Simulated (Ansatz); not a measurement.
**V: 8 runs along one coordinate**

System: V (Fmmm, 1 atom in the cell).
Method: DFT PBE, scalar-relativistic, plane waves, PAW, no spin polarisation (Ansatz 0.2.0).

The 8 runs differ only in the geometry, by a strain of the cell at fixed fractional positions. Against run 5, the strain is εxx = −0.03 η, εxy = η and εyy = −0.03 η. The structure derives from an entry of the Crystallography Open Database.

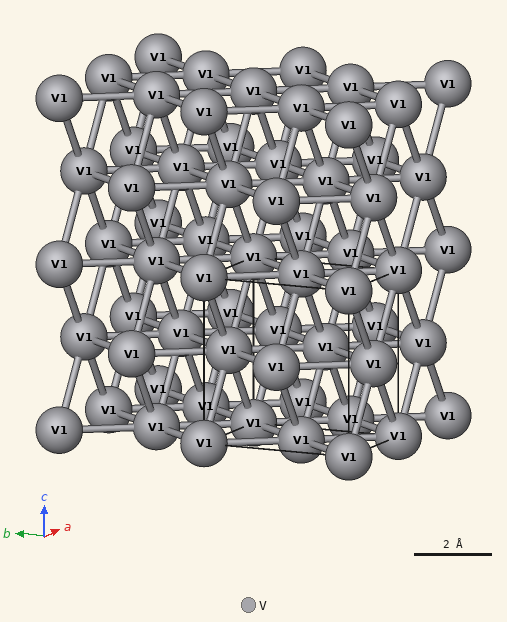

Figure 1. The structure of run 5 (ball-and-stick view of the cell 4 times as large as that of the calculation, set on its symmetry axes, repeated 2 × 2 × 2, seen at an oblique angle; atoms are numbered from 1 in the order of the input). An atom can appear more than once, as a periodic image.

## Input of run 5
```yaml
crystal:
  lattice:
    - [-1.4704847, 1.4704847, 1.513]
    - [1.4704847, -1.4704847, 1.513]
    - [1.5555153, 1.5555153, -1.513]
  atoms:
    - { symbol: V, position: [0.0, 0.0, 0.0] }
basis:
  ecutwfc: 420
kpoints:
  mp_grid: { grid: [22, 22, 22] }
hamiltonian:
  xc: pbe
scf:
  occupations: { method: gaussian, width: 0.15 }
output:
  forces: true
  stress: true
  eigenvalues: true
```

Command:
```bash
ansatz run input.yaml --threads 1 --pin off --max-ram 2560MiB --backend cpu --events-out ev --progress --plain --runs-dir out
```

Lattice vectors (Å) and fractional positions of run 5:
```
  -1.470485    1.470485    1.513000
   1.470485   -1.470485    1.513000
   1.555515    1.555515   -1.513000
V   0.000000  0.000000  0.000000
```

Run 4 differs from it as follows:
```diff
-    - [-1.4704847, 1.4704847, 1.513]
-    - [1.4704847, -1.4704847, 1.513]
-    - [1.5555153, 1.5555153, -1.513]
+    - [-1.48463125, 1.48463125, 1.513]
+    - [1.48463125, -1.48463125, 1.513]
+    - [1.54136875, 1.54136875, -1.513]
```

## Results, with one run withheld

| run | strain parameter η (%) | free energy per atom, from the lowest run given (meV) | pressure (GPa) |
| --- | --- | --- | --- |
| 1 | −10.3181 | 19.29 | −3.71 |
| 2 | −6.5652 | 4.04 | −4.65 |
| 3 | −1.8765 | 0.00 | −4.90 |
| 4 | −0.9357 | ? | ? |
| 5 | 0.0000 | 2.19 | −4.77 |
| 6 | 1.8765 | 6.35 | −4.50 |
| 7 | 2.8172 | 9.41 | −4.30 |
| 8 | 3.7530 | 13.60 | −4.04 |

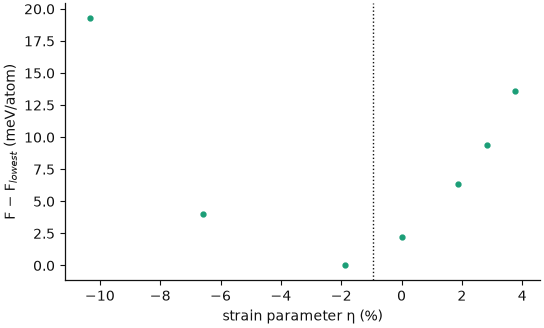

Figure 2. Free energy per atom of the runs given; the dotted line marks run 4.

Estimate the energy of run 4 from the others.

A cubic polynomial in the coordinate, fitted to the 7 runs given, misses them by at most 0.32 meV per atom. With x = η + 1.4733, it reads F = 0.050929 + 0.9017 x + 0.32497 x² − 0.0025147 x³ (meV per atom). At run 4 it gives 0.63 meV per atom, and the run itself gives 0.82. The fit has its minimum at η = −2.8390 %.

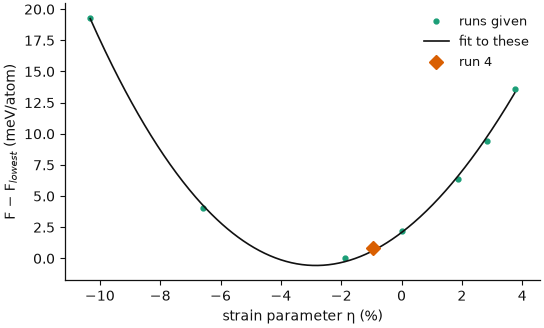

Figure 3. The fit and the withheld run.

## Output, shortened to warnings, some set-up lines, iterations and results (run 4)
```
Basis set: ecut = 420 eV, 257 PW (Γ), exchange–correlation on 36×36×36 points (8 copies of the dense FFT grid, shifted against one another)
Symmetry: 8 space group operations
k-points: 1530 of 10648
Initial density: superposition of atomic densities (neutral atoms: chi_scale 0, normalization atom), corrected by the library's trained network
[...]
SCF iter   1: F=—  HF=-2912.413249 eV  |F-HF|=—  |Δ(HF+E_count)|=         —  Δρ=4.05e-3  dr2=6.34e-4  ethr=1.77e-3  ⟨swp⟩=4.0  Hψ=85331  notcnv=0
SCF iter   2: F=—  HF=-2912.413218 eV  |F-HF|=—  |Δ(HF+E_count)|=   3.05e-5  Δρ=2.04e-3  dr2=1.58e-4  ethr=4.87e-6  ⟨swp⟩=1.0  Hψ=29072  notcnv=0
SCF iter   3: F=—  HF=-2912.413273 eV  |F-HF|=—  |Δ(HF+E_count)|=   5.43e-5  Δρ=2.84e-4  dr2=7.85e-6  ethr=1.22e-6  ⟨swp⟩=1.9  Hψ=19896  notcnv=0
SCF iter   4: F=—  HF=-2912.413267 eV  |F-HF|=—  |Δ(HF+E_count)|=   5.81e-6  Δρ=9.76e-5  dr2=1.16e-6  ethr=6.04e-8  ⟨swp⟩=2.3  Hψ=24955  notcnv=0
SCF iter   5: F=-2912.413267 eV  HF=-2912.413267 eV  |F-HF|=2.65e-8  |Δ(HF+E_count)|=   2.67e-7  Δρ=2.06e-5  dr2=5.08e-8  ethr=8.91e-9  ⟨swp⟩=2.1  Hψ=19490  notcnv=0
SCF iter   6: F=-2912.413267 eV  HF=-2912.413267 eV  |F-HF|=6.75e-10  |Δ(HF+E_count)|=   1.01e-8  Δρ=3.33e-6  dr2=1.11e-9  ethr=3.91e-10  ⟨swp⟩=2.3  Hψ=50815  notcnv=0
SCF 1 converged in 6 iterations: F = -2912.413267 eV  dr2 = 1.11e-9
SCF converged after 6 iterations
Free energy (F): -2912.413267 eV
Harris-Foulkes:  -2912.413267 eV  (|F-HF|=6.75e-10)
Internal energy: -2912.392019 eV  (E = F + TS)
E sigma→0 (E₀):  -2912.402643 eV
Entropy (-TS):   -0.021248 eV (-21.248 meV/atom)
Fermi energy:    16.010905 eV
--- Per-component energies (eV) ---
  E_band       = -151.420550
  E_kinetic    = 335.669983
  E_local      = -913.658745  (includes V_loc(G=0)·N_el)
  E_nonlocal   = -45.704625
  E_hartree    = 417.440601
  E_xc         = -130.264596
  E_vxc        = -165.123390  (∫ρ·V_xc dr)
  E_paw        = -1112.559045  (= ΣΔE_a)
  E_vpaw       = -197.483892  (= ΣTr[D̂ρ^β])
  E_aug_tail   = 0.000265  (compensation charges beyond the density's cutoff)
  E_ewald      = -1463.315857
  E_smearing   = -0.021248  (= −TS)
  E_closure    = -0.000000  (closes the sum)
  Σ components = -2912.413267   (vs F -2912.413267, Δ=0.00e0)
--- Forces (eV/Å), atoms counted from 1 ---
  atom   1  V      0.00000000     0.00000000     0.00000000
  max |Σ_I F_I| component: 1.23e-32 eV/Å
--- Stress (GPa, compression-positive) ---
       -4.928484      -0.772366      -0.000000
       -0.772366      -4.928484      -0.000000
       -0.000000      -0.000000      -4.701380
  P = ⅓ Tr σ = -4.8528 GPa (-48.528 kbar)
```

Notes: The run has no spin polarisation, so a magnetic state may lie lower.
